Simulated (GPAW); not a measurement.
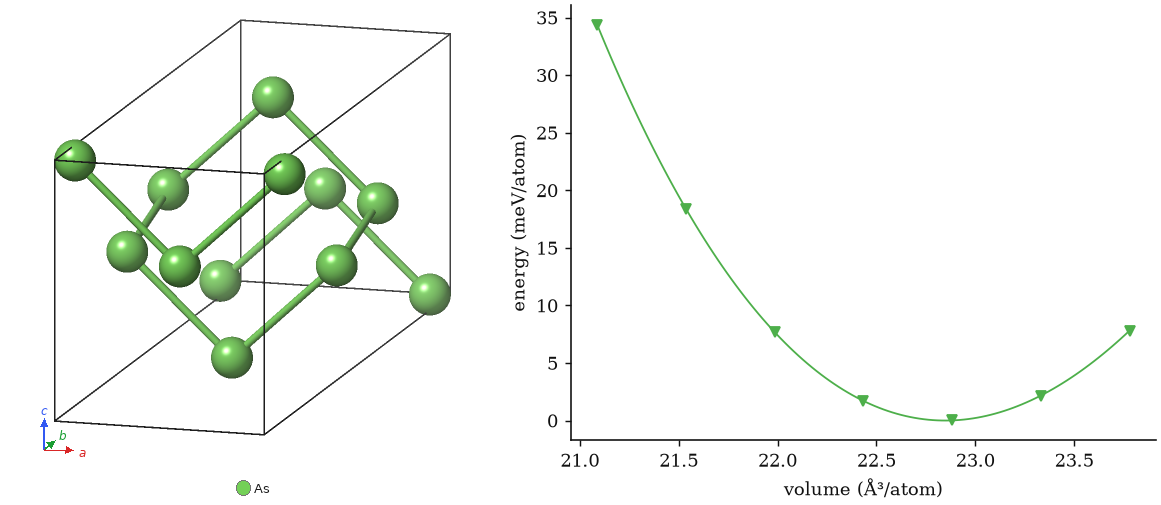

Plotted: energy against volume for As, space group Cmce (No. 64). The conventional cell is drawn beside the plot.

The given structure:
```cif
data_structure
_symmetry_space_group_name_H-M 'P 1'
_symmetry_Int_Tables_number 1
_cell_length_a 5.7949
_cell_length_b 5.7949
_cell_length_c 4.4700
_cell_angle_alpha 90.000
_cell_angle_beta 90.000
_cell_angle_gamma 143.286
_cell_volume 89.74
loop_
_atom_site_label
_atom_site_type_symbol
_atom_site_fract_x
_atom_site_fract_y
_atom_site_fract_z
_atom_site_occupancy
As1 As 0.39000 0.61000 0.56000 1
As2 As 0.89000 0.11000 0.94000 1
As3 As 0.61000 0.39000 0.44000 1
As4 As 0.11000 0.89000 0.06000 1
```

How it was computed, with GPAW 26.7.0: PAW DFT in plane waves, on a grid or in atomic orbitals, no spin polarisation; energies at scaled volumes of the given cell, shape and fractions fixed, counted from the fit's minimum, third-order Birch-Murnaghan fit. Level: r2SCAN.

```json
{"setting": "k mesh", "value": "6×6×5"}
{"setting": "occupations", "value": "Fermi–Dirac"}
{"setting": "smearing width", "value": "0.05 eV"}
{"setting": "potentials", "value": "GPAW PAW data sets (gpaw data 1.2.1)"}
{"setting": "wave cutoff", "value": "600 eV"}
{"setting": "program settings", "value": "basis pw"}
```

This calculation gives: equilibrium volume 22.85 Å³/atom and bulk modulus 70.6 GPa.

Now the level changes from r2SCAN to LDA. How do these quantities change?

The equilibrium volume falls from 22.85 to 21.91 Å³/atom (−4.1 %) and the bulk modulus rises from 70.6 to 75.2 GPa (+6.5 %).

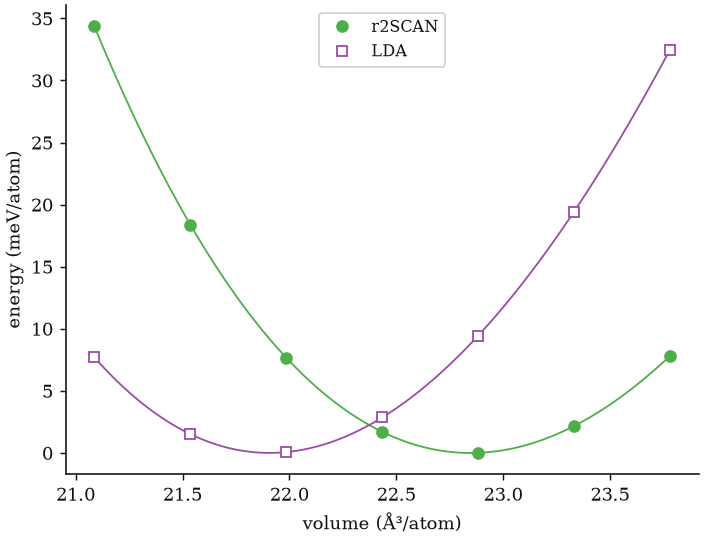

The two results together.

For r2SCAN, limits of the calculation: shape and atomic fractions are frozen while scaling, which makes layered, chain and framework solids too stiff.

For LDA, limits of the calculation: shape and atomic fractions are frozen while scaling, which makes layered, chain and framework solids too stiff.

V0 and the bulk modulus come from third-order Birch–Murnaghan fits.
